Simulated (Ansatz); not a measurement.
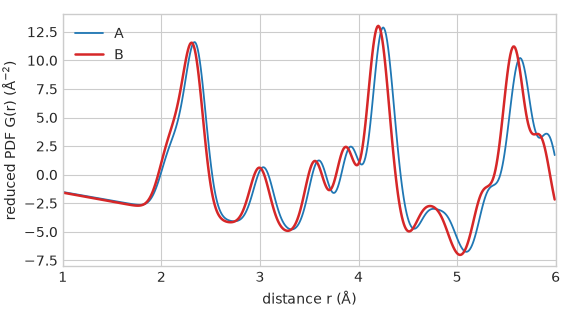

Computed X-ray G(r), with each pair weighted by the product of the atomic numbers (X-ray weights at Q = 0) and a uniform peak width σ = 0.10 Å. There is no Q-range truncation. Both curves are of Be in space group P6/mmm, for two cells of different size. A: coordinates from a relaxation with DFT, RPBE, plane waves (420 eV) with PAW, scalar-relativistic in Ansatz 0.2.0; the starting structure was generated, so it need not be a known form of this composition; B: the input geometry of an electronic-structure calculation (not necessarily at equilibrium); the starting structure was generated, so it need not be a known form of this composition.

**Which cell is the larger, and by how much?**

Cell A is larger: the volume of B is 3.6 % below that of A (8.29 and 7.99 Å³ per atom), a mean linear change of -1.2 %. The shortest distance is 2.078 Å in A and 2.056 Å in B.

**Give both cells.**

Cell A: a = 3.599 Å, b = 3.599 Å, c = 2.216 Å, α = 90.00°, β = 90.00°, γ = 120.00°
Cell B: a = 3.561 Å, b = 3.561 Å, c = 2.183 Å, α = 90.00°, β = 90.00°, γ = 120.00°
